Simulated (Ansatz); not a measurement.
AlN: several calculations on one system

### A change

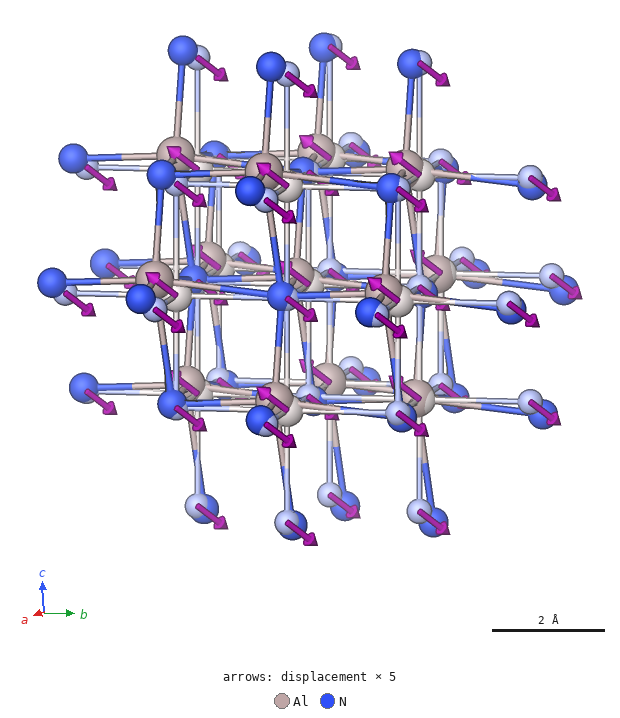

A symmetric starting cell of AlN, drawn pale, and a changed version of it, drawn solid. The purple arrows show how the atoms are displaced (without the part that the change of the cell carries along), magnified 5 times. Besides, the cell is strained by +10.6 % along [1 −1 1] and −1.4 % across it (volume +7.7 %). The picture is a ball-and-stick view of the conventional cell (4 times the calculation's cell), seen slightly off an axis. Lengths and directions refer to the drawn axes.

The calculation used DFT PBEsol, scalar-relativistic, plane waves, PAW in Ansatz. Set-up: plane-wave cutoff 420 eV; k-point mesh 10 × 10 × 10; occupations gaussian; smearing width 0.02 eV; no spin polarisation.

> Describe the displacements and the computed response.

Atoms are displaced by 0.17 Å relative to the cell: Al 0.17 Å along [1 −1 1], N 0.17 Å along [−1 1 −1]. No relaxation follows. The starting cell wasn't computed here and needn't be at equilibrium, so pressure and forces aren't due to the change alone. The pressure is −4.0 GPa (not all of it need come from the change, since the unchanged cell can be under pressure at this level too). The principal stresses (compression positive) are −43.9 GPa along [1 −1 1] and 15.9 GPa across it. The largest forces, 1 eV/Å, act on Al and N; on the Al atom it points along [−1 1 −1]. The forces point straight back along the displacements (cosine −1.00). Near-neighbour distances before and after: Al–N 2.035 → 1.903 to 2.312 Å. The space group (tolerance 0.01 Å) goes from Fm-3m (No. 225) to R3m (No. 160).

### A change

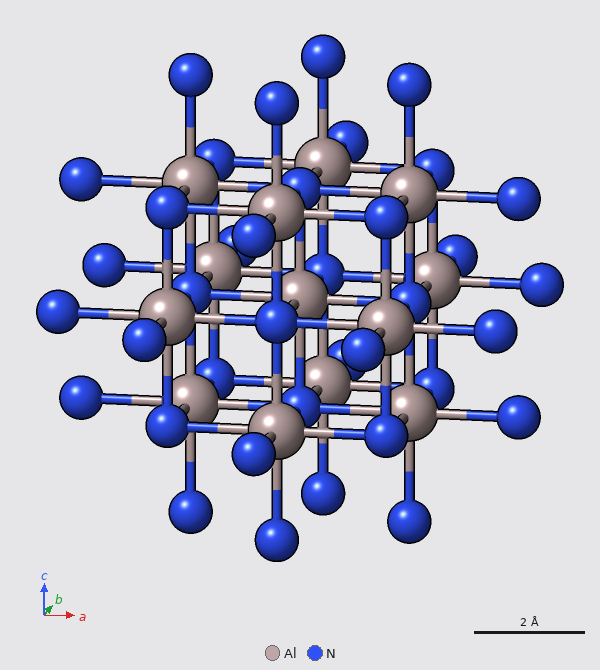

The starting point is a symmetric starting cell of AlN. A ball-and-stick model of the conventional cell (4 times the calculation's cell), seen slightly off an axis. Lengths and directions refer to the drawn axes.

Theory: Ansatz 0.2.0, DFT PBEsol, scalar-relativistic, plane waves, PAW. Set-up: plane-wave cutoff 420 eV; k-point mesh 10 × 10 × 10; occupations gaussian; smearing width 0.02 eV; no spin polarisation.

The variant: All lengths are scaled by −3.5 % (volume −10.3 %), the atoms keeping their fractional coordinates. No relaxation follows. The starting cell wasn't computed here and needn't be at equilibrium, so pressure and forces aren't due to the change alone.

Input file:
```yaml
crystal:
  lattice:
    - [0.0, 1.9623739917, 1.9623739917]
    - [1.9623739917, 0.0, 1.9623739917]
    - [1.9623739917, 1.9623739917, 0.0]
  atoms:
    - { symbol: Al, position: [0.5, 0.5, 0.5] }
    - { symbol: "N", position: [0.0, 0.0, 0.0] }
basis:
  ecutwfc: 420
kpoints:
  mp_grid: { grid: [10, 10, 10] }
hamiltonian:
  xc: pbesol
scf:
  occupations: { method: gaussian, width: 0.02 }
output:
  forces: true
  stress: true
  eigenvalues: true
```

Command:
```bash
ansatz run input.yaml --threads 1 --pin off --max-ram 1331MiB --backend cpu --events-out ev --progress --plain --runs-dir out
```

### What is the effect?

The pressure is 28.5 GPa (not all of it need come from the change, since the unchanged cell can be under pressure at this level too). All forces vanish by symmetry. Near-neighbour distances before and after: Al–N 2.035 → 1.962 Å. The space group stays Fm-3m (No. 225).

Drawn alike, the variant:

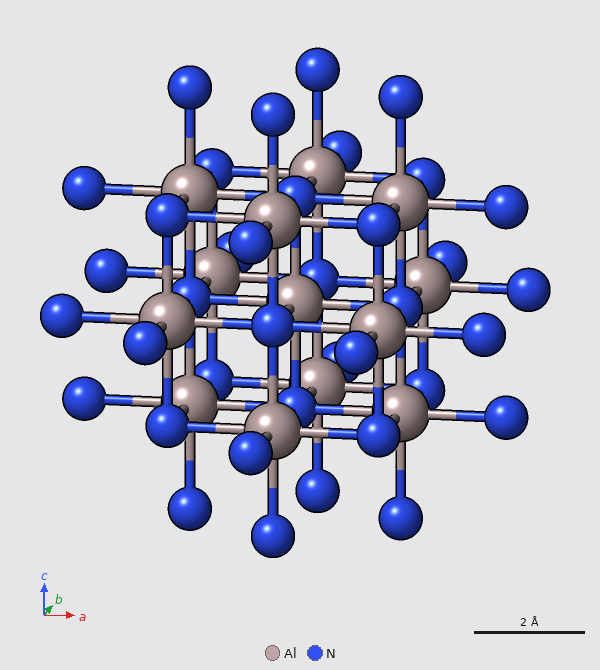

### Distortion

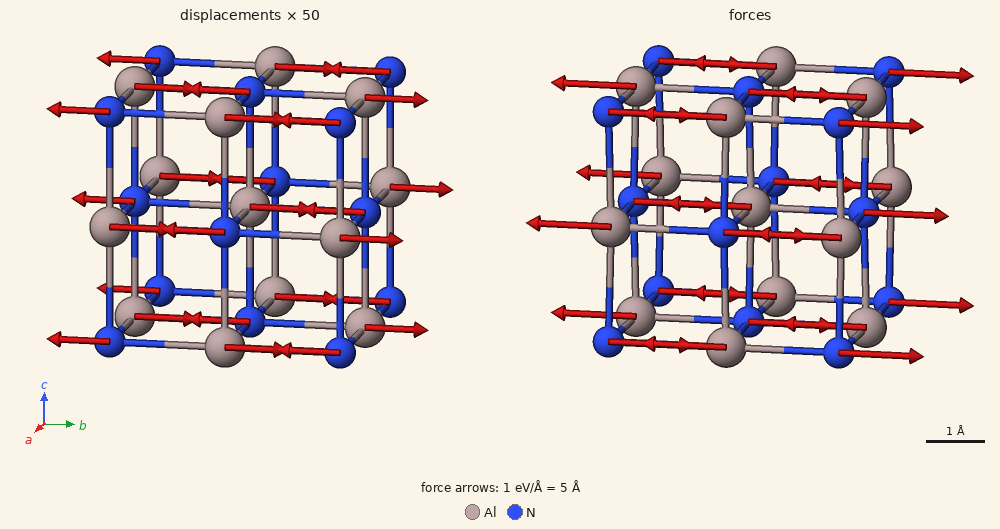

Left: a symmetric starting cell of AlN, with red arrows for the displacements applied to it. Right: the displaced structure with the computed forces. Style: ball-and-stick. Shown: the conventional cell (4 times the calculation's cell), from a free direction. Lengths and directions refer to the drawn axes.

These are results of DFT PBEsol, scalar-relativistic, plane waves, PAW in Ansatz, not measurements. Set-up: plane-wave cutoff 420 eV; k-point mesh 10 × 10 × 10; occupations gaussian; smearing width 0.02 eV; no spin polarisation.

How do the forces relate to the distortion?

Answer. Atoms are displaced by 0.02 Å: Al 0.02 Å along +b, N 0.02 Å along −b. No relaxation follows. The starting cell wasn't computed here and needn't be at equilibrium, so pressure and forces aren't due to the change alone. The pressure is −4.2 GPa (not all of it need come from the change, since the unchanged cell can be under pressure at this level too). The principal stresses (compression positive) are −3.4 GPa along b and −4.5 GPa across it. The largest forces, 0.3 eV/Å, act on Al and N; on the N atom it points along +b. Among the bonded contacts that change: Al–N 2.035 → 1.990 to 2.080 Å. The space group (tolerance 0.01 Å) goes from Fm-3m (No. 225) to I4mm (No. 107). The forces point mostly back against the displacements (cosine −1.00).

### Distortion

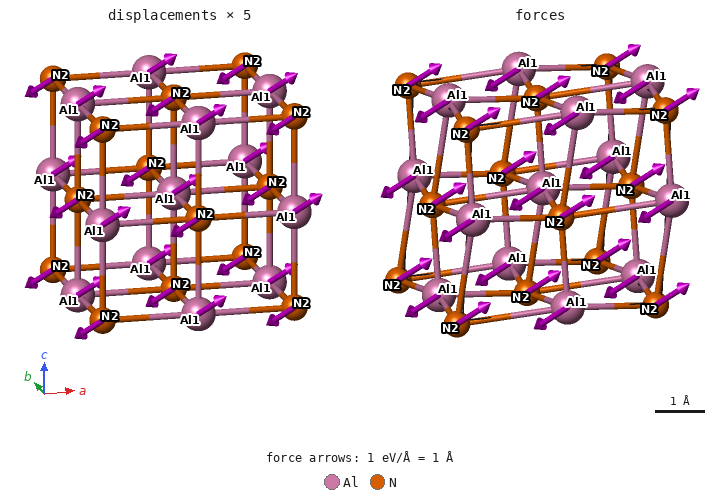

Left: a symmetric starting cell of AlN, with purple arrows for the displacements applied to it (without the part that the change of the cell carries along). Right: the displaced structure with the computed forces. Besides, the cell is strained by +10.6 % along [1 −1 1] and −1.4 % across it (volume +7.7 %). A ball-and-stick model of the conventional cell (4 times the calculation's cell), seen slightly off an axis. Lengths and directions refer to the drawn axes.

Level of theory: DFT PBEsol, scalar-relativistic, plane waves, PAW (Ansatz 0.2.0). (plane-wave cutoff 420 eV; k-point mesh 10 × 10 × 10; occupations gaussian; smearing width 0.02 eV; no spin polarisation)

> How do the forces relate to the distortion?

Atoms are displaced by 0.17 Å relative to the cell: Al1 0.17 Å along [1 −1 1], N2 0.17 Å along [−1 1 −1]. No relaxation follows. The starting cell wasn't computed here and needn't be at equilibrium, so pressure and forces aren't due to the change alone. Some distances before and after: Al–N 2.035 → 1.903 to 2.312 Å. The space group (tolerance 0.01 Å) goes from Fm-3m (No. 225) to R3m (No. 160). The pressure is −4.0 GPa (not all of it need come from the change, since the unchanged cell can be under pressure at this level too). The principal stresses (compression positive) are −43.9 GPa along [1 −1 1] and 15.9 GPa across it. The largest forces, 1 eV/Å, act on Al1 and N2; on Al1 it points along [−1 1 −1]. The forces point straight back along the displacements (cosine −1.00).
